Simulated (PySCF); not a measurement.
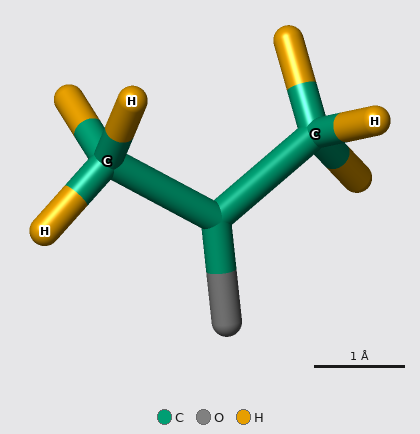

*The structure as given in the input (stick view, seen at a tilt).*

Bond lengths as drawn: C–C 1.51 to 1.53 Å, C–H 1.07 to 1.12 Å and C–O 1.19 Å.

Excited-state calculation, with input and output: C₃H₆O

C₃H₆O (acetone), computed with TDDFT PBE0/def2-SVPD, vertical, gas phase, core orbitals frozen in the response (PySCF 2.14.0).

The geometry comes from this level: GFN2-xTB, MD frame at 250 fs, 400 K. It belongs to a series of runs on one base structure; here: MD frame at 250 fs, 400 K.

### Input file
```
{"job": {"kind": "uv", "xc": "PBE0", "basis": "def2-SVPD", "nstates": 5, "ntriplets": 0}, "charge": 0, "multiplicity": 1}
C      1.016800    -0.557800    -0.034900
C     -0.114200     0.456100    -0.194600
C     -1.493500    -0.037400     0.187500
O     -0.028600     1.555000    -0.652700
H      1.916700    -0.077800    -0.360000
H      0.997400    -1.036300     0.917500
H      0.786000    -1.383400    -0.703500
H     -2.154100     0.551100    -0.421600
H     -1.655500     0.116700     1.238200
H     -1.700300    -1.125000     0.053500
```

The first line tells a small driver script what to run in PySCF; the rest is the geometry in Å.

Machine: 1 CPU thread, shared host.

Launch command:
```bash
OMP_NUM_THREADS=1 python <driver script> task.json out
```

### Output
```
coarse grid: 8064 points
cycle   1  E = -192.6404334807  dE =  4.130e-01  |g| = 7.402e-01  |ddm| = 3.850e+00
cycle   2  E = -192.3122108081  dE =  3.282e-01  |g| = 1.493e+00  |ddm| = 1.950e+00
cycle   3  E = -192.7514426977  dE = -4.392e-01  |g| = 1.465e-01  |ddm| = 1.412e+00
cycle   4  E = -192.7564029897  dE = -4.960e-03  |g| = 4.041e-02  |ddm| = 2.090e-01
cycle   5  E = -192.7567852488  dE = -3.823e-04  |g| = 4.656e-03  |ddm| = 4.965e-02
cycle   6  E = -192.7567889913  dE = -3.743e-06  |g| = 1.910e-03  |ddm| = 7.249e-03
final grid: 77064 points
cycle   7  E = -192.7907338886  dE = -3.969e-06  |g| = 1.240e-02  |ddm| = 6.664e-02
cycle   8  E = -192.7906512178  dE =  8.267e-05  |g| = 2.407e-02  |ddm| = 3.062e-02
cycle   9  E = -192.7907641558  dE = -1.129e-04  |g| = 1.629e-03  |ddm| = 2.005e-02
cycle  10  E = -192.7907647421  dE = -5.863e-07  |g| = 9.545e-05  |ddm| = 1.756e-03
cycle  11  E = -192.7907647444  dE = -2.224e-09  |g| = 3.307e-05  |ddm| = 2.666e-04
cycle  12  E = -192.7907647446  dE = -2.864e-10  |g| = 9.412e-06  |ddm| = 6.499e-05
```

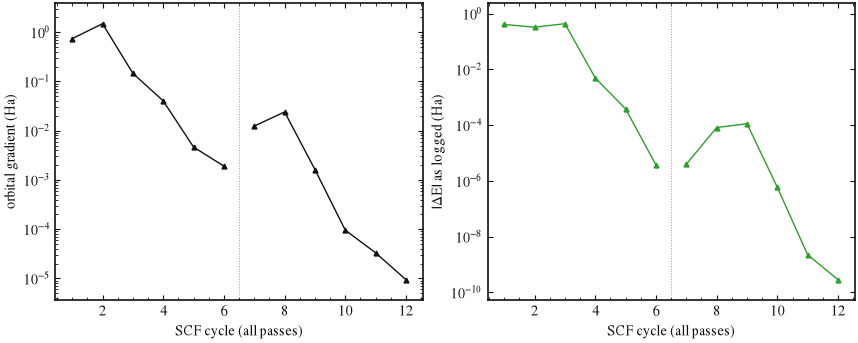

*Convergence of the self-consistent field: orbital gradient and size of the energy change against the SCF cycle. The dotted line marks the change from a coarse to the final integration grid.*

The first 6 cycles use a coarse grid, the final grid takes over at cycle 7, and the field converges after 12 cycles in all.

```
converged SCF energy = -192.7907647446

Static polarisability (au): isotropic 40.860, principal 32.777 44.182 45.621

Singlet excitations
state   eV       nm        f      main configurations
  1   4.5946    269.8   0.00011   H->L 0.99
  2   6.7521    183.6   0.03752   H->L+1 0.98
  3   8.0043    154.9   0.00019   H->L+2 0.94
  4   8.2910    149.5   0.00103   H->L+3 0.97
  5   8.3826    147.9   0.00112   H-2->L 0.94
```

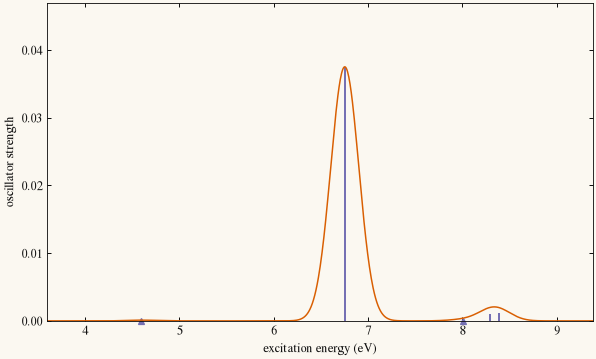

*Computed excitations as sticks (degenerate states added up, dark ones marked on the axis), with a Gaussian envelope of 0.35 eV full width at half maximum, scaled to the tallest.*

Of the 5 states the lowest lies at 4.59 eV (f = 0.000); the strongest line is at 6.75 eV, or 184 nm (f = 0.038).

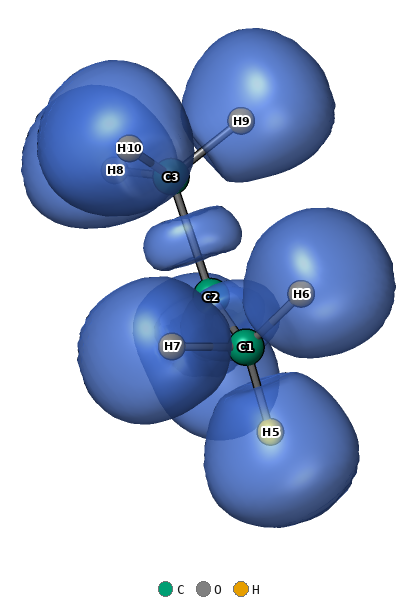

*Isosurface of the ELF at 0.75 (blue), seen at an oblique angle. Core shells and regions of very low density are left out.*

Along the contacts the grid gives the following. C–O (1.19 Å): the ELF peaks at about 0.85 between the atoms; a multiple bond by its length, whose ELF region spreads away from the axis.

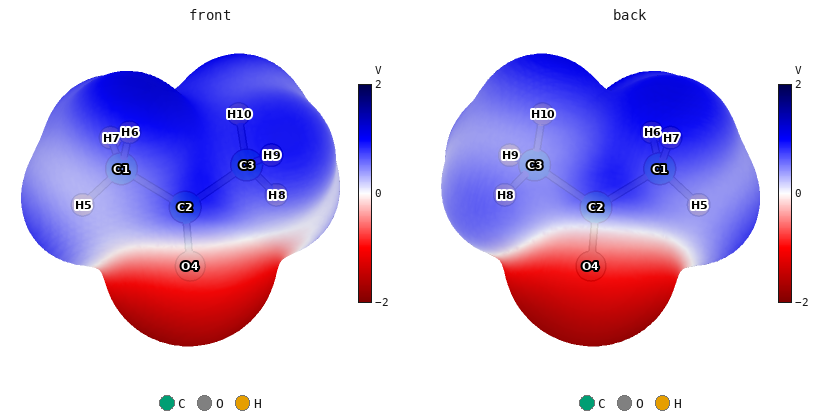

*The molecular electrostatic potential painted on the density surface at 0.002 e/bohr³, seen at a tilt and from behind; red is negative and blue positive.*

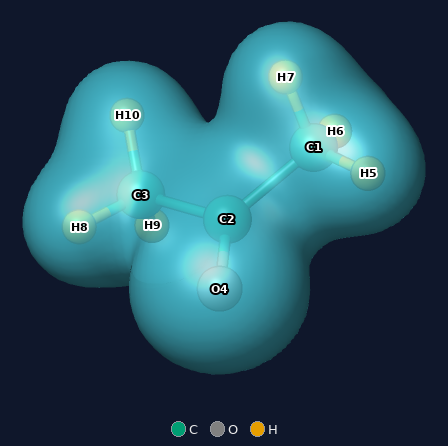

*Isosurface of the electron density at 0.1 e/Å³ (cyan), seen at an oblique angle.*

At this value the surface is in one piece. On the grid the lowest density along these lines, outside the cores, is 2.9 e/Å³ (C–O, 1.19 Å), 1.7 e/Å³ (C–C, 1.51 Å) and 1.9 e/Å³ (C–H, 1.07 Å).

### Summary

| quantity | value |
| --- | --- |
| outcome | converged |
| total energy | −192.790765 hartree |
| HOMO | −7.33 eV |
| LUMO | −0.39 eV |
| dipole moment | 3.05 D |
| mean polarisability | 40.86 a.u. |
| lowest excitation | 4.59 eV |
| wall time | 15 s |
| peak memory | 0.56 GiB |
